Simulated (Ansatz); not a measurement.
Geometry relaxation of BiTe2 (part 3 of 3)

Continued. System: BiTe2 (slab, 6 atoms in the cell). Method: DFT PBE, scalar-relativistic, plane waves, PAW, no spin polarisation (Ansatz 0.2.0); cutoff 420 eV, 9×9×1 k-mesh, Gaussian smearing of 0.05 eV. The structure derives from an entry of the Crystallography Open Database. It belongs to a series of runs on one base structure; here: (0 0 1) slab, atoms relaxed.

Geometry of the input (Å; fractional positions):
```
4.4465  0.0000  0.0000
-2.2233  3.8508  0.0000
0.0000  0.0000  25.7229
Te 0.6667  0.3333  0.2916
Bi 0.0000  0.0000  0.3714
Te 0.3333  0.6667  0.4383
Te 0.6667  0.3333  0.5617
Bi 0.0000  0.0000  0.6286
Te 0.3333  0.6667  0.7084
```

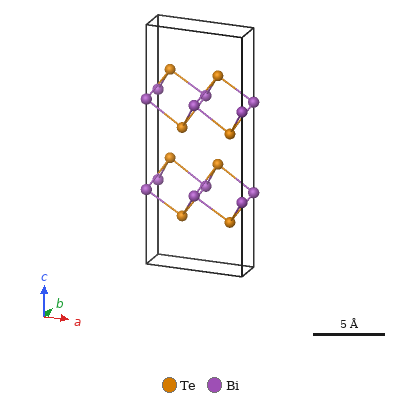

Figure 1. The geometry at step 3 of the log (ball-and-stick view of the 2 × 1 repeat of the cell, with the vacuum cut short, seen slightly off an axis).

**The program's output, continued**
```
SCF iter   1: F=—  HF=-52713.007354 eV  |F-HF|=—  |Δ(HF+E_count)|=         —  Δρ=4.93e-4  dr2=1.05e-3  ethr=4.36e-5  p=-0.000 e·Å  D=-4.33e-8 V/Å  ΔV_dip=0.00 eV  dr2_dipole=4.93e-13  V_vac-E_F(+/−)=5.32/5.32 eV  ⟨swp⟩=5.1  Hψ=1724  notcnv=0  defer=29
efield: sawtooth ramp at fractional position 0.9800 (handed on by an earlier solve), width 0.0400; the density the first Hamiltonian is built on has a dipole p = -0.000 e·Å; the dipole correction subtracts the counter field D = -4.33e-8 V/Å, which shifts the + side's vacuum level by +0.00 eV against the − side's; the planar-averaged density in the ramp window peaks in size at 6.5e-6 e/Å³
preconditioner: auto → LDOS  [insulator: Δε(μ)=0.061 eV  Ē_g=8.187 eV  σ=0.050 eV  W_gap=0.57  n_scr=82 (ndim 8)  ℏωp=10.3 eV  f_vac=0.500  D(μ)=6.94/eV (n_scr^D=30)  ε∞_Penn≈2.6  β→1.0]
SCF iter   2: F=—  HF=-52713.007470 eV  |F-HF|=—  |Δ(HF+E_count)|=   1.16e-4  Δρ=1.48e-4  dr2=3.24e-4  ethr=1.12e-6  p=0.000 e·Å  D=1.27e-8 V/Å  ΔV_dip=-0.00 eV  dr2_dipole=1.69e-12  V_vac-E_F(+/−)=5.33/5.33 eV  ⟨swp⟩=2.5  Hψ=1238  notcnv=0  defer=29
SCF iter   3: F=—  HF=-52713.007490 eV  |F-HF|=—  |Δ(HF+E_count)|=   1.97e-5  Δρ=7.87e-5  dr2=6.97e-5  ethr=3.45e-7  p=0.000 e·Å  D=1.50e-8 V/Å  ΔV_dip=-0.00 eV  dr2_dipole=6.04e-13  V_vac-E_F(+/−)=5.32/5.32 eV  ⟨swp⟩=2.0  Hψ=1052  notcnv=0  defer=29
SCF iter   4: F=—  HF=-52713.007487 eV  |F-HF|=—  |Δ(HF+E_count)|=   2.38e-6  Δρ=4.52e-5  dr2=3.20e-5  ethr=1.98e-8  p=-0.000 e·Å  D=-1.76e-9 V/Å  ΔV_dip=0.00 eV  dr2_dipole=5.61e-14  V_vac-E_F(+/−)=5.32/5.32 eV  ⟨swp⟩=20.1  Hψ=7216  notcnv=0
SCF iter   5: F=-52713.007477 eV  HF=-52713.007484 eV  |F-HF|=7.34e-6  |Δ(HF+E_count)|=   3.58e-6  Δρ=1.94e-5  dr2=8.21e-6  ethr=1.98e-8  p=-0.000 e·Å  D=-3.96e-9 V/Å  ΔV_dip=0.00 eV  dr2_dipole=5.71e-14  V_vac-E_F(+/−)=5.32/5.32 eV  ⟨swp⟩=13.5  Hψ=5842  notcnv=0
SCF 5 converged in 5 iterations: F = -52713.007477 eV  dr2 = 8.21e-6
  Residual-converged pass: ⟨swp⟩=1.3  Hψ=736  notcnv=0  max |occ|·‖R‖ = 7.1e-9 eV (tolerance 1.0e-8 eV)  dr2=8.21e-6  dr2_onsite=2.46e-7  max |Δocc| = 9.4e-11
relax step   5: F+E_penalty+E_count = -52713.00747650 eV  Δ(F+E_penalty+E_count) = -1.064e-2 eV  max|allowed force component| = 4.827e-2 eV/Å  Δτ_max = 0.0463 Å  (5 SCF iters, dr2 threshold 1.86e-5 eV, accepted)
SCF iter   1: F=—  HF=-52713.007985 eV  |F-HF|=—  |Δ(HF+E_count)|=         —  Δρ=2.06e-4  dr2=1.79e-4  ethr=1.17e-6  p=-0.000 e·Å  D=-3.97e-9 V/Å  ΔV_dip=0.00 eV  dr2_dipole=1.55e-13  V_vac-E_F(+/−)=5.33/5.33 eV  ⟨swp⟩=3.0  Hψ=1540  notcnv=0  defer=29
efield: sawtooth ramp at fractional position 0.9800 (handed on by an earlier solve), width 0.0400; the density the first Hamiltonian is built on has a dipole p = -0.000 e·Å; the dipole correction subtracts the counter field D = -3.97e-9 V/Å, which shifts the + side's vacuum level by +0.00 eV against the − side's; the planar-averaged density in the ramp window peaks in size at 5.8e-6 e/Å³
preconditioner: auto → LDOS  [insulator: Δε(μ)=0.060 eV  Ē_g=8.173 eV  σ=0.050 eV  W_gap=0.58  n_scr=82 (ndim 8)  ℏωp=10.3 eV  f_vac=0.498  D(μ)=7.13/eV (n_scr^D=44)  ε∞_Penn≈2.6  β→1.0]
SCF iter   2: F=—  HF=-52713.007976 eV  |F-HF|=—  |Δ(HF+E_count)|=   9.67e-6  Δρ=7.47e-5  dr2=6.22e-5  ethr=1.90e-7  p=-0.000 e·Å  D=-2.54e-8 V/Å  ΔV_dip=0.00 eV  dr2_dipole=7.09e-13  V_vac-E_F(+/−)=5.33/5.33 eV  ⟨swp⟩=2.0  Hψ=1237  notcnv=0  defer=29
SCF iter   3: F=—  HF=-52713.008101 eV  |F-HF|=—  |Δ(HF+E_count)|=   1.25e-4  Δρ=3.90e-5  dr2=1.47e-5  ethr=6.61e-8  p=-0.000 e·Å  D=-1.56e-8 V/Å  ΔV_dip=0.00 eV  dr2_dipole=1.54e-14  V_vac-E_F(+/−)=5.33/5.33 eV  ⟨swp⟩=2.0  Hψ=1101  notcnv=0  defer=29
SCF iter   4: F=—  HF=-52713.008100 eV  |F-HF|=—  |Δ(HF+E_count)|=   1.18e-6  Δρ=1.16e-5  dr2=4.85e-6  ethr=1.57e-8  p=-0.000 e·Å  D=-6.98e-9 V/Å  ΔV_dip=0.00 eV  dr2_dipole=1.07e-14  V_vac-E_F(+/−)=5.33/5.33 eV  ⟨swp⟩=2.0  Hψ=1100  notcnv=0  defer=29
SCF iter   5: F=—  HF=-52713.008100 eV  |F-HF|=—  |Δ(HF+E_count)|=   2.81e-7  Δρ=7.13e-6  dr2=1.67e-6  ethr=5.16e-9  p=-0.000 e·Å  D=-5.98e-9 V/Å  ΔV_dip=0.00 eV  dr2_dipole=3.89e-13  V_vac-E_F(+/−)=5.33/5.33 eV  ⟨swp⟩=1.0  Hψ=655  notcnv=0  defer=29
SCF iter   6: F=—  HF=-52713.008100 eV  |F-HF|=—  |Δ(HF+E_count)|=   2.18e-8  Δρ=1.89e-6  dr2=1.29e-7  ethr=1.77e-9  p=0.000 e·Å  D=1.42e-9 V/Å  ΔV_dip=-0.00 eV  dr2_dipole=6.27e-13  V_vac-E_F(+/−)=5.33/5.33 eV  ⟨swp⟩=1.0  Hψ=655  notcnv=0  defer=29
SCF iter   7: F=-52713.008100 eV  HF=-52713.008100 eV  |F-HF|=2.11e-9  |Δ(HF+E_count)|=   2.33e-9  Δρ=6.07e-7  dr2=7.84e-9  ethr=1.06e-10  p=-0.000 e·Å  D=-5.37e-9 V/Å  ΔV_dip=0.00 eV  dr2_dipole=5.17e-14  V_vac-E_F(+/−)=5.33/5.33 eV  ⟨swp⟩=16.5  Hψ=4778  notcnv=0
SCF 6 converged in 7 iterations: F = -52713.008100 eV  dr2 = 7.84e-9
relax step   6: F+E_penalty+E_count = -52713.00809957 eV  Δ(F+E_penalty+E_count) = -6.231e-4 eV  max|allowed force component| = 9.867e-4 eV/Å  Δτ_max = 0.0155 Å  (7 SCF iters, accepted)
SCF converged after 7 iterations
Free energy (F): -52713.008100 eV
Harris-Foulkes:  -52713.008100 eV  (|F-HF|=2.11e-9)
Internal energy: -52712.999243 eV  (E = F + TS)
E sigma→0 (E₀):  -52713.003671 eV
Entropy (-TS):   -0.008856 eV (-1.476 meV/atom)
Fermi energy:    1.175052 eV
Dipole field:    D = 0.000000 V/Å  (p = 0.000000 e·Å, saw-weighted, corrected)
Work function:   Φ+ = 5.3276 eV   Φ− = 5.3276 eV
Levels:          The Fermi level and band energies are counted from a zero that moves with the ramp; work functions are not
--- Per-component energies (eV) ---
  E_band       = -1965.470590
  E_kinetic    = 1319.884145
  E_local      = -67089.906956  (includes V_loc(G=0)·N_el)
  E_nonlocal   = -118.804992
  E_hartree    = 33358.169078
  E_xc         = -796.630674
  E_vxc        = -700.493205  (∫ρ·V_xc dr)
  E_paw        = -39975.589753  (= ΣΔE_a)
  E_vpaw       = -2092.500180  (= ΣTr[D̂ρ^β])
  E_aug_tail   = -0.001622  (compensation charges beyond the density's cutoff)
  E_efield     = 0.000000  (sawtooth field / dipole correction)
  E_vefield    = 0.000000  (∫n·V_field dr)
  E_ewald      = 20589.881531
  E_smearing   = -0.008856  (= −TS)
  E_closure    = -0.000000  (closes the sum)
  Σ components = -52713.008100   (vs F -52713.008100, Δ=0.00e0)
--- Forces (eV/Å), atoms counted from 1 ---
  atom   1  Te     0.00000000     0.00000000     0.00078587
  atom   2  Bi     0.00000000     0.00000000     0.00098666
  atom   3  Te     0.00000000    -0.00000000    -0.00070401
  atom   4  Te     0.00000000     0.00000000     0.00070389
  atom   5  Bi     0.00000000     0.00000000    -0.00098654
  atom   6  Te     0.00000000    -0.00000000    -0.00078589
  max |Σ_I F_I| component: 1.54e-8 eV/Å
--- Band table (eV; the first three rows and the last of 12) ---
  k-point 0: bands = ["-35.2884", "-35.2826", "-35.2784", "-35.2784", "-35.2663", "-35.2663", "-35.2330", "-35.2330", "-35.2318", "-35.2318", "-35.0408", "-35.0408", "-35.0408", "-35.0408", "-35.0072", "-35.0072", "-35.0072", "-35.0072", "-34.9946", "-34.9946", "-21.6294", "-21.6294", "-21.6294", "-21.6294", "-21.6223", "-21.6222", "-21.6189", "-21.6189", "-21.6189", "-21.6189", "-11.4674", "-11.2136", "-9.8319", "-8.9989", "-7.2992", "-6.6597", "-1.0034", "-0.2774", "-0.2774", "0.0001", "0.0001", "0.0340", "0.2375", "0.4324", "0.4324", "0.9087", "0.9087", "1.0653", "2.2958", "2.8086", "2.8086", "3.0150", "3.3293", "3.3293", "5.9228", "6.0314", "6.3811"]
  k-point 1: bands = ["-35.2882", "-35.2827", "-35.2785", "-35.2781", "-35.2665", "-35.2661", "-35.2332", "-35.2332", "-35.2317", "-35.2314", "-35.0408", "-35.0408", "-35.0407", "-35.0407", "-35.0072", "-35.0072", "-35.0072", "-35.0072", "-34.9945", "-34.9945", "-21.6301", "-21.6301", "-21.6282", "-21.6282", "-21.6216", "-21.6215", "-21.6195", "-21.6195", "-21.6189", "-21.6189", "-11.3674", "-11.1167", "-9.7661", "-8.9626", "-7.3721", "-6.8158", "-1.3653", "-0.7872", "-0.5935", "-0.5625", "-0.2709", "-0.2108", "0.1221", "0.4279", "0.4703", "0.9957", "1.0644", "1.2642", "2.6133", "2.9849", "3.0785", "3.1906", "3.5102", "3.7268", "6.0405", "6.1360", "6.3034"]
  k-point 2: bands = ["-35.2878", "-35.2831", "-35.2788", "-35.2772", "-35.2670", "-35.2656", "-35.2338", "-35.2336", "-35.2314", "-35.2307", "-35.0408", "-35.0408", "-35.0404", "-35.0404", "-35.0073", "-35.0073", "-35.0072", "-35.0072", "-34.9944", "-34.9944", "-21.6324", "-21.6324", "-21.6256", "-21.6256", "-21.6215", "-21.6214", "-21.6191", "-21.6190", "-21.6184", "-21.6184", "-11.0737", "-10.8343", "-9.5891", "-8.8835", "-7.6167", "-7.2469", "-2.1883", "-1.5115", "-1.2959", "-1.0315", "-0.6544", "-0.6266", "-0.3081", "0.2935", "0.3356", "1.0278", "1.0575", "1.2657", "2.8946", "3.3367", "3.6751", "3.7712", "3.9220", "4.4784", "5.6291", "6.3252", "6.5273"]
  k-point 11: bands = ["-35.2853", "-35.2853", "-35.2800", "-35.2717", "-35.2717", "-35.2640", "-35.2354", "-35.2324", "-35.2324", "-35.2294", "-35.0403", "-35.0403", "-35.0402", "-35.0402", "-35.0073", "-35.0073", "-35.0073", "-35.0073", "-34.9941", "-34.9941", "-21.6309", "-21.6309", "-21.6298", "-21.6298", "-21.6188", "-21.6188", "-21.6188", "-21.6188", "-21.6155", "-21.6154", "-9.3627", "-9.3441", "-9.1875", "-9.1875", "-8.9210", "-8.9210", "-2.7942", "-2.7942", "-2.5475", "-1.9518", "-1.9518", "-1.8346", "-0.5301", "-0.5301", "-0.0055", "0.9442", "0.9442", "1.2982", "3.7875", "3.7875", "4.1929", "4.9306", "4.9306", "5.1553", "7.1158", "7.4920", "7.4920"]
--- Relaxed structure (6 steps of the walk, 6 accepted, 0 SCFs on fresh bases) ---
  F+E_penalty+E_count = -52713.00809957 eV   max|allowed force component| = 9.867e-4 eV/Å
  atoms:
    - { symbol: Te, position: [0.6666666666666666, 0.3333333333333333, 0.3118441390988051] }
    - { symbol: Bi, position: [7.623361033179955e-18, 1.2051581986246852e-33, 0.3817288197459092] }
    - { symbol: Te, position: [0.3333333333333333, 0.6666666666666666, 0.4555039942228141] }
    - { symbol: Te, position: [0.6666666666666666, 0.3333333333333333, 0.5444960065651969] }
    - { symbol: Bi, position: [-7.623361499681057e-18, -9.997395853479958e-34, 0.6182711796250535] }
    - { symbol: Te, position: [0.3333333333333333, 0.6666666666666666, 0.6881558607422213] }
```

**Trajectory as extended XYZ (Å, eV, eV/Å), 6 frames, from step=1 to step=6**
```
6
Lattice="4.4465 0.0000 0.0000 -2.2233 3.8508 0.0000 0.0000 0.0000 25.7229" Properties=species:S:1:pos:R:3:forces:R:3 step=1 energy=-52712.59336
Te    2.2233    1.2836    7.5000    0.0000   0.0000   0.4506
Bi    0.0000    0.0000    9.5548    0.0000   0.0000  -0.8863
Te    0.0000    2.5672   11.2734    0.0000   0.0000   0.6207
Te    2.2233    1.2836   14.4495    0.0000   0.0000  -0.6207
Bi    0.0000    0.0000   16.1681    0.0000   0.0000   0.8863
Te    0.0000    2.5672   18.2229    0.0000   0.0000  -0.4506
6
Lattice="4.4465 0.0000 0.0000 -2.2233 3.8508 0.0000 0.0000 0.0000 25.7229" Properties=species:S:1:pos:R:3:forces:R:3 step=2 energy=-52712.83494
Te    2.2233    1.2836    7.6227    0.0000   0.0000   0.4185
Bi    0.0000    0.0000    9.5612    0.0000   0.0000  -0.2310
Te    0.0000    2.5672   11.4661    0.0000   0.0000   0.1020
Te    2.2233    1.2836   14.2568    0.0000   0.0000  -0.1020
Bi    0.0000    0.0000   16.1616    0.0000   0.0000   0.2310
Te    0.0000    2.5672   18.1002    0.0000   0.0000  -0.4185
6
Lattice="4.4465 0.0000 0.0000 -2.2233 3.8508 0.0000 0.0000 0.0000 25.7229" Properties=species:S:1:pos:R:3:forces:R:3 step=3 energy=-52712.94417
Te    2.2233    1.2836    7.8224    0.0000   0.0000   0.0341
Bi    0.0000    0.0000    9.6305    0.0000   0.0000   0.2372
Te    0.0000    2.5672   11.5896    0.0000   0.0000   0.0245
Te    2.2233    1.2836   14.1333    0.0000   0.0000  -0.0245
Bi    0.0000    0.0000   16.0924    0.0000   0.0000  -0.2372
Te    0.0000    2.5672   17.9005    0.0000   0.0000  -0.0341
6
Lattice="4.4465 0.0000 0.0000 -2.2233 3.8508 0.0000 0.0000 0.0000 25.7229" Properties=species:S:1:pos:R:3:forces:R:3 step=4 energy=-52712.99684
Te    2.2233    1.2836    8.0175    0.0000   0.0000   0.0620
Bi    0.0000    0.0000    9.8201    0.0000   0.0000   0.0539
Te    0.0000    2.5672   11.7629    0.0000   0.0000  -0.2409
Te    2.2233    1.2836   13.9600    0.0000   0.0000   0.2409
Bi    0.0000    0.0000   15.9028    0.0000   0.0000  -0.0539
Te    0.0000    2.5672   17.7054    0.0000   0.0000  -0.0620
6
Lattice="4.4465 0.0000 0.0000 -2.2233 3.8508 0.0000 0.0000 0.0000 25.7229" Properties=species:S:1:pos:R:3:forces:R:3 step=5 energy=-52713.00748
Te    2.2233    1.2836    8.0370    0.0000   0.0000  -0.0483
Bi    0.0000    0.0000    9.8243    0.0000   0.0000   0.0236
Te    0.0000    2.5672   11.7166    0.0000   0.0000   0.0240
Te    2.2233    1.2836   14.0063    0.0000   0.0000  -0.0240
Bi    0.0000    0.0000   15.8986    0.0000   0.0000  -0.0236
Te    0.0000    2.5672   17.6859    0.0000   0.0000   0.0483
6
Lattice="4.4465 0.0000 0.0000 -2.2233 3.8508 0.0000 0.0000 0.0000 25.7229" Properties=species:S:1:pos:R:3:forces:R:3 step=6 energy=-52713.00810
Te    2.2233    1.2836    8.0215    0.0000   0.0000   0.0008
Bi    0.0000    0.0000    9.8192    0.0000   0.0000   0.0010
Te    0.0000    2.5672   11.7169    0.0000   0.0000  -0.0007
Te    2.2233    1.2836   14.0060    0.0000   0.0000   0.0007
Bi    0.0000    0.0000   15.9037    0.0000   0.0000  -0.0010
Te    0.0000    2.5672   17.7014    0.0000   0.0000  -0.0008
```

**Results in brief**

| quantity | value |
| --- | --- |
| outcome | converged |
| electrons treated | 94 |
| free energy | −52713.0081 eV |
| work function, top face | 5.33 eV |
| work function, bottom face | 5.33 eV |
| Fermi energy | 1.175 eV |
| gap on the k-point mesh | none (metallic) |
| final volume | 440.45 Å³ |
| work function (upper face) | 5.33 eV |
| largest force (length of the vector) at the end | 0.001 eV/Å |
| hardware | 1 thread of Intel Xeon @ 2.70GHz, 189 GiB of memory available, shared host |
| wall time | 3.8 min |
| peak memory | 0.7 GiB |

**Notes**

Spin–orbit coupling is left out, which matters for Bi.
